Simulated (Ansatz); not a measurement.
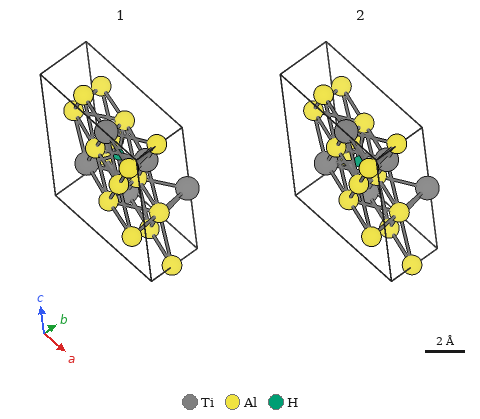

Two geometries of a defect cell of composition Ti$_{5}$Al$_{15}$H, drawn at one scale. One is the start of a relaxation, the other its converged end. Style: ball-and-stick. Shown: the cell of the calculation (origin shifted), slightly off an axis.

The calculation used DFT PBE, scalar-relativistic, plane waves, PAW in Ansatz 0.2.0. Set-up: plane-wave cutoff 420 eV; k-point mesh 4 × 4 × 4; occupations gaussian; smearing width 0.1 eV; mesh shifted by (0.5, 0.5, 0.5); no spin polarisation; atoms relaxed in a fixed cell; force threshold 0.02 eV/Å; at most 60 steps.

Which geometry has the lower energy?

Structure 1 is the relaxed one. Case: H interstitial, charge +0, atoms relaxed. The H atom moves most: 0.36 Å roughly along [−1 2 3]. By element the largest moves are H 0.36 Å, Al 0.13 Å, Ti 0.04 Å. The lattice vectors keep their values. Among the contacts that change: Al–Al 2.889 → 3.113 Å, Al–H 2.097 → 1.876 Å, Al–H 1.766 → 1.982 Å, Al–Al 2.889 → 3.086 Å. Among the angles between lasting bonds that change: Ti–H–Ti 169.8° → 153.8°. The energy falls by 0.182 eV per cell of the calculation in 5 geometry steps. The largest force component goes from 1.3 to 0.0077 eV/Å.

Limits of the set-up: the periodic images lie only 7.5 Å apart, so the values are limited by the cell's size.
